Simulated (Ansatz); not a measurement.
Structure of Si:

```cif
data_structure
_symmetry_space_group_name_H-M 'P6_3/mmc'
_symmetry_Int_Tables_number 194
_cell_length_a 2.6253
_cell_length_b 2.6253
_cell_length_c 4.5982
_cell_angle_alpha 90.000
_cell_angle_beta 90.000
_cell_angle_gamma 120.000
_cell_volume 27.44
loop_
_atom_site_label
_atom_site_type_symbol
_atom_site_symmetry_multiplicity
_atom_site_Wyckoff_symbol
_atom_site_fract_x
_atom_site_fract_y
_atom_site_fract_z
_atom_site_occupancy
Si1 Si 2 c 0.33333 0.66667 0.25000 1
```

It is based on the input geometry of an electronic-structure calculation (not necessarily at equilibrium); the starting structure was generated, so it need not be a known form of this composition.

Predict the first 3 clear peaks of the X-ray G(r) with σ = 0.10 Å, and name the atom pairs.

1. 2.68 Å: Si–Si at 2.63–2.75 Å
2. 3.80 Å: Si–Si at 3.80 Å
3. 4.60 Å: Si–Si at 4.55–4.62 Å

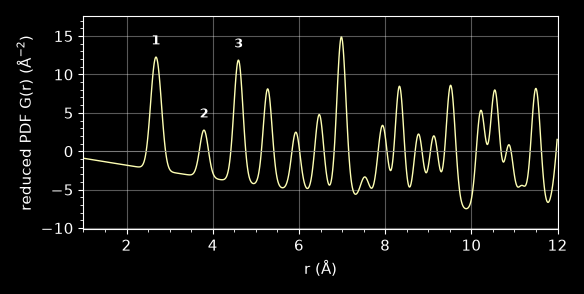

Computed X-ray G(r), with each pair weighted by the product of the atomic numbers (X-ray weights at Q = 0) and a uniform peak width σ = 0.10 Å, damped by exp(−(Q_damp r)²/2) with Q_damp = 0.060 Å⁻¹.
